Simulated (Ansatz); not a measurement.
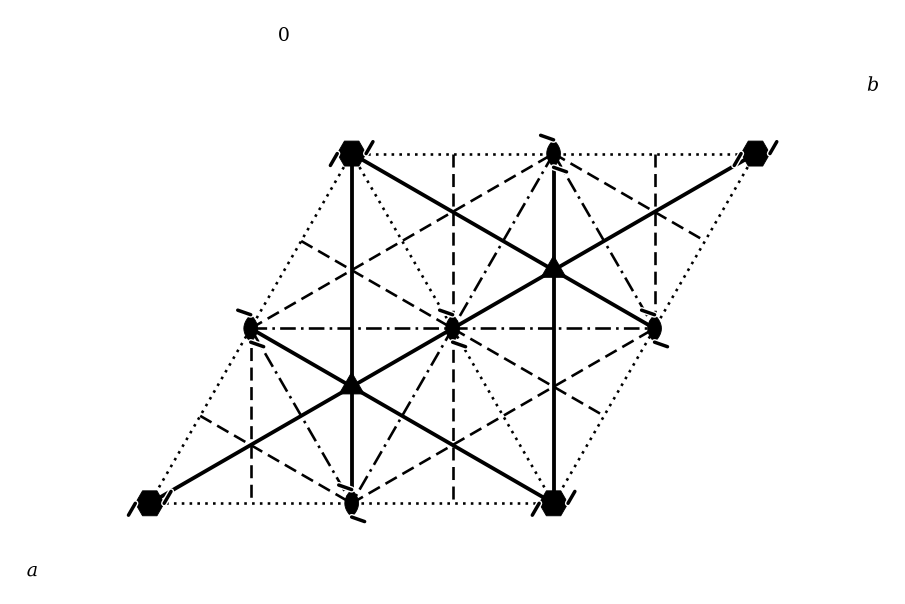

Symmetry elements of a space group, projected down c, computed from the operations of a computed or model structure of composition AlN.

Symbols follow the International Tables: origin at the upper left, the third axis towards the viewer; heavy, dashed, dotted, dash-dotted and dash-dot-dot lines are mirror, in-plane glide, out-of-plane glide, diagonal (n; with arrows d) and double (e) glide planes seen edge on; arrows at the rim are 2 (full head) and 2₁ (half head) axes in the plane; the corner sign is a plane parallel to the page; fractions are heights. Handed screw axes carry their printed symbol instead of tails.

> Which space group is it?

P6₃mc, No. 186; primitive hexagonal, point group 6mm, 12 general positions a cell.

> List the elements shown.

6₃ axes along c at (0, 0); 3 axes along c at (1/3, 2/3), (2/3, 1/3); 2₁ axes along c at (0, 1/2), (1/2, 0), (1/2, 1/2); mirror planes holding c and [1 2 0] or [2 1 0] or [−1 1 0]; in-plane glide planes holding c and [1 2 0] or [2 1 0] or [−1 1 0]; c glide planes normal to a*, at x = 0; n glide planes normal to a*, at x = 1/2; c glide planes normal to b*, at y = 0; n glide planes normal to b*, at y = 1/2; c glide planes holding c and [1 1 0]; diagonal glide planes holding c and [1 1 0]. Heights repeat every half period; positions are (a, b) fractions, modulo 1.

> Write the general positions (in any order).

x, y, z
x−y, x, z+1/2
−y, x−y, z
−x, −y, z+1/2
−x+y, −x, z
y, −x+y, z+1/2
y, x, z+1/2
x, x−y, z
x−y, −y, z+1/2
−y, −x, z
−x, −x+y, z+1/2
−x+y, y, z
